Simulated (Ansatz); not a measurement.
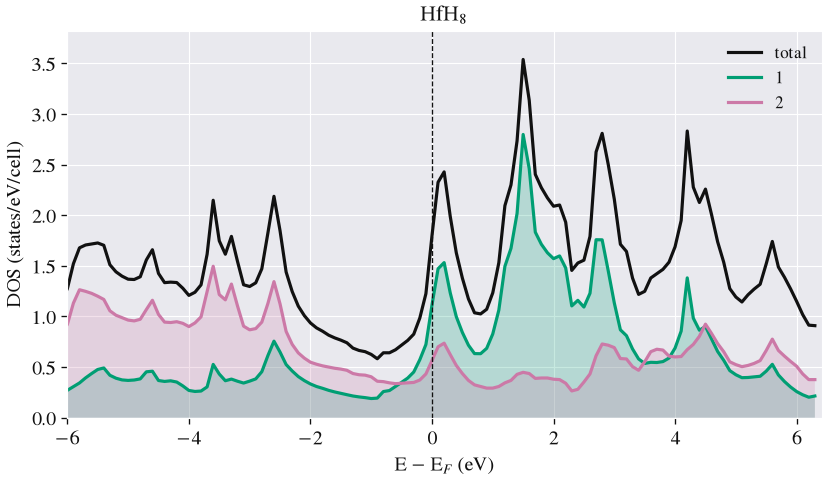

Density of states. Energies are counted from the Fermi level. The partial curves are projected on Löwdin-orthogonalised atomic shells.

The material is HfH$_{8}$, space group I4/mmm (No. 139), 9 atoms in the cell.

Computed with Ansatz 0.2.0: DFT PBE, scalar-relativistic, plane waves, PAW, no spin polarisation, 14×14×14 k mesh, 420 eV cutoff, Gaussian smearing of 0.1 eV.

The numbered curves are projections. Which is which? The candidates: H 1s, Hf 5d.

Answer. 1 is Hf 5d; 2 is H 1s.

What is the density of states at the Fermi level?

Answer. It is a metal. The density of states at the Fermi level isn't well fixed here: it changes fast, and within 0.3 eV it runs from 0.82 to 2.4 per eV and cell.

The structure is an invented one, so it need not be a known or stable phase. Spin-orbit coupling is left out, which matters for Hf.
